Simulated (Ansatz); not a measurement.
Input

```
crystal:
  lattice:
    - [2.1839935596, -2.1839935596, 0.0]
    - [2.1839935596, 0.0, -2.1839935596]
    - [9.4641176912, 8.371902512, 8.371902512]
  atoms:
    - { symbol: Al, position: [0.6562534733, 0.6562534733, 0.0624666667] }
    - { symbol: Al, position: [-0.14932986, -0.14932986, 0.8958] }
    - { symbol: Al, position: [0.2951368067, 0.2951368067, 0.2291333333] }
    - { symbol: Al, position: [0.5729034733, 0.5729034733, 0.5624666667] }
    - { symbol: Al, position: [-0.06597986, -0.06597986, 0.3958] }
    - { symbol: Al, position: [0.2117868067, 0.2117868067, 0.7291333333] }
    - { symbol: "N", position: [0.5937409733, 0.5937409733, 0.4374666667] }
    - { symbol: "N", position: [0.95485764, 0.95485764, 0.2708] }
    - { symbol: "N", position: [0.2326243067, 0.2326243067, 0.6041333333] }
    - { symbol: "N", position: [0.5103909733, 0.5103909733, 0.9374666667] }
    - { symbol: "N", position: [-0.12849236, -0.12849236, 0.7708] }
    - { symbol: "N", position: [0.3159743067, 0.3159743067, 0.1041333333] }
basis:
  ecutwfc: 420
kpoints:
  mp_grid: { grid: [8, 8, 2] }
hamiltonian:
  xc: pbe
scf:
  occupations: { method: gaussian, width: 0.05 }
output:
  forces: true
  stress: true
  eigenvalues: true
  write_density: true
  write_potential: true
  elf: true
  volumetric_format: npy
```

Launched as:

```sh
ansatz run input.yaml --threads 2 --pin off --max-ram 5120MiB --backend cpu --events-out ev --progress --plain --runs-dir out
```

Below, planes, directions and counts refer to the conventional cell (a = 5.35 Å, b = 3.09 Å, c = 15.16 Å, α = 90.00°, β = 93.37°, γ = 90.00°).

Space group Cm; a structure from a database of computed crystals, not necessarily the ambient phase; not relaxed (largest force 1.6 eV/Å); computed pressure about 4 GPa in this cell.

Level of theory: DFT PBE, scalar-relativistic, plane waves, PAW in Ansatz.

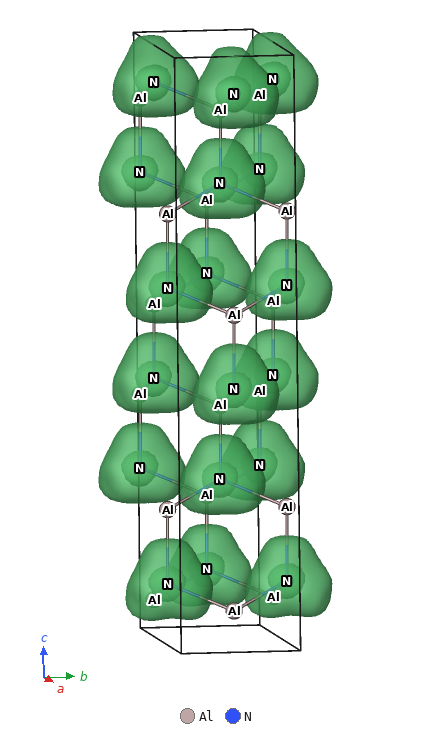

AlN. Isosurface of the electron localisation function at 0.7 (green), seen slightly off an axis. Only the valence region is drawn (cores and ρ < 0.01 e/Å³ removed). Sticks mark near contacts.

**Describe the localisation domains.**

The surface consists of twelve regions on N in which the atom's valence shell and bonds are merged, counted in one cell of 24 atoms. Regions shared between cells count once.

Values along the shortest contacts:
Al–N (1.89 Å): the ELF peaks at about 0.90 between the atoms, as expected for a shared but strongly polarised pair. Al–N (2.09 Å): the ELF peaks at about 0.85 in the valence shell of N, 0.8 Å from its nucleus, and is about 0.85 at the midpoint.
